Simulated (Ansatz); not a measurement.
Start from this file.

```
CELL_PARAMETERS angstrom
2.78133 0.00000 0.00000
0.00000 2.78133 0.00000
0.00000 0.00000 2.78133
ATOMIC_POSITIONS crystal
Co 0.00000 0.00000 0.00000
Si 0.50000 0.50000 0.50000
```

Q: Before looking at a picture, describe the arrangement of atoms.

A: The formula is CoSi. Its lattice is primitive cubic, its space group Pm-3m (No. 221). Type of structure: caesium chloride (CsCl, B2) type. The cell comprises 1 formula unit: 1 Co, 1 Si. Each Co is bonded to eight Si in a cubic arrangement at 2.41 Å. Si is coordinated by eight Co in a cubic arrangement at 2.41 Å. The bonds build a three-dimensional framework.

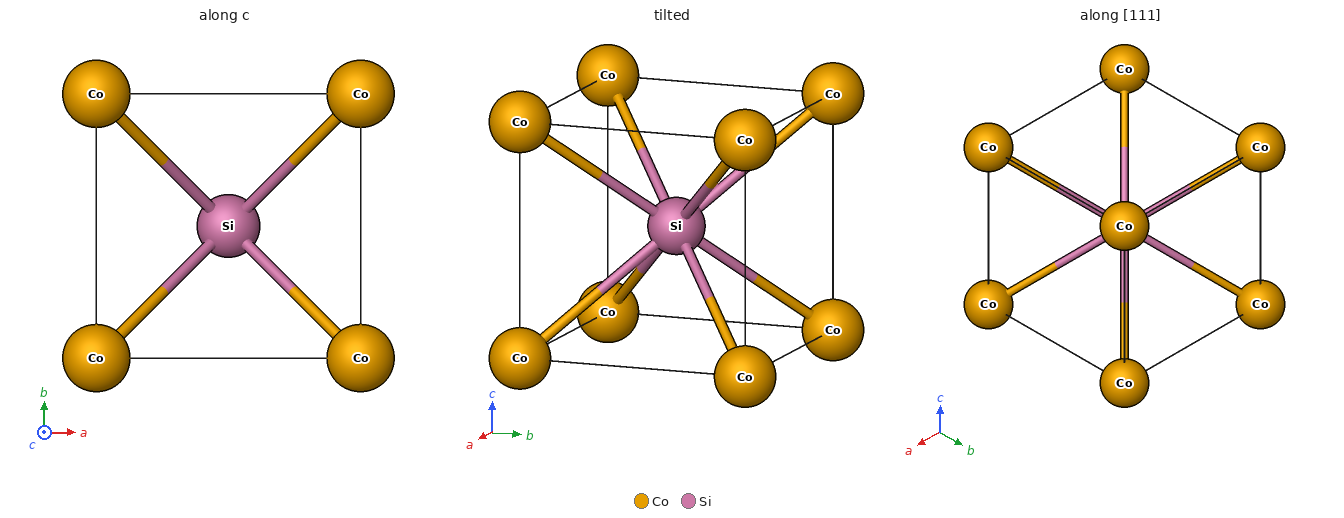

This ball-and-stick model is shown along the c axis, slightly off an axis and along [111]. Thin lines show the conventional unit cell, with boundary atoms drawn in all their periodic places. Colours: cobalt orange, silicon pink.

Provenance: a structure listed in the Materials Project. Earlier steps of the study may have refined or changed the cell and positions. It was run through Ansatz as a DFT input.
